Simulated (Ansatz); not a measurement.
Input file:

```
crystal:
  lattice:
    - [0.0, 1.935328493, 1.935328493]
    - [1.935328493, 0.0, 1.935328493]
    - [1.935328493, 1.935328493, 0.0]
  atoms:
    - { symbol: Ir, position: [0.0, 0.0, 0.0] }
basis:
  ecutwfc: 420
kpoints:
  mp_grid: { grid: [26, 26, 26] }
hamiltonian:
  xc: pbe
scf:
  occupations: { method: gaussian, width: 0.15 }
output:
  forces: true
  stress: true
  eigenvalues: true
  write_density: true
  write_potential: true
  elf: true
  volumetric_format: npy
```

Run with:

```sh
ansatz run input.yaml --threads 1 --pin off --max-ram 2560MiB --backend cpu --events-out ev --progress --plain --runs-dir out
```

Below, planes, directions and counts refer to the conventional cell (a = 3.87 Å, b = 3.87 Å, c = 3.87 Å, α = 90.00°, β = 90.00°, γ = 90.00°).

Space group Fm-3m; computed without spin polarisation.

Method: DFT PBE, scalar-relativistic, plane waves, PAW in Ansatz 0.2.0.

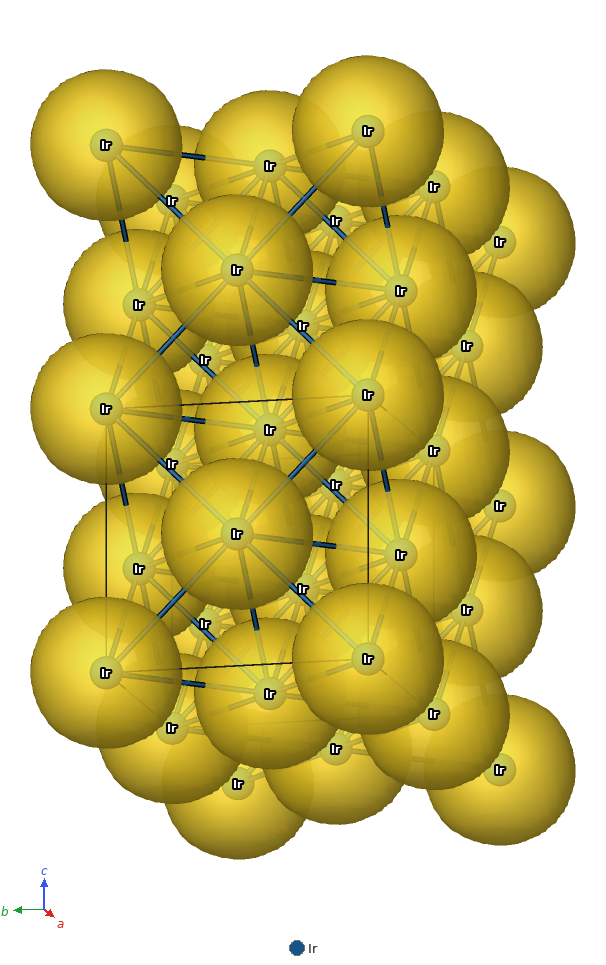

Ir. Isosurface of the valence charge density (pseudo) at 0.6 e/Å³ (yellow), seen at an oblique angle. Sticks mark near contacts.

Core electrons are frozen (PAW), and the valence fields are smoothed inside the atomic spheres.

What does this surface tell about the bonding?

At this value the density breaks into separate islands; it holds about 80 % of the electrons treated as valence (semicore included). It bridges none of the near contacts. It is pinched off along the shortest Ir–Ir (2.74 Å) contacts. On the grid the lowest density along these lines, outside the cores, is 0.43 e/Å³ (Ir–Ir, 2.74 Å).

Does the calculation make it a metal, or give it a gap?

It is metallic or semimetallic at this level of theory: no gap opens.
